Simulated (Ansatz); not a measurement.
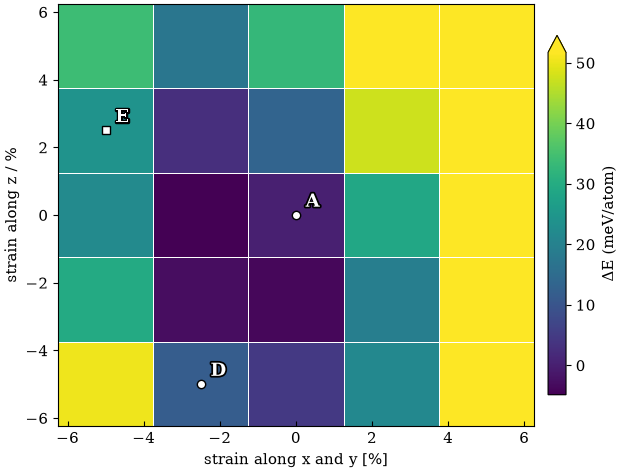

MgS (Fm-3m, No. 225; 2 atoms in the cell). The cell is strained homogeneously, by one strain along x and y and another along z, with fractional coordinates fixed (x, y and z along the cube axes). The first coordinate is: strain along x and y; the second: strain along z. Grid: 5 × 5 points. All energies are given in meV/atom relative to the unstrained cell. The reference cell is the one listed in the database, not relaxed at this level. Theory: Ansatz, DFT LDA, scalar-relativistic, plane waves, PAW. Settings: cutoff 420 eV, k-mesh 8×8×8, gaussian smearing 0.05 eV, no spin polarisation.

Drawn: one coloured cell a grid point, one colour for all values above the top of the scale, lettered points.

### Is A the lowest point of the computed grid?

No. A lies 4.9 meV/atom above the lowest grid point, which is at strain along x and y = −2.5 %, strain along z = 0.0 %.

### Rank the lettered points by energy, lowest first.

A (0 meV/atom), D (12 meV/atom), E (24 meV/atom).
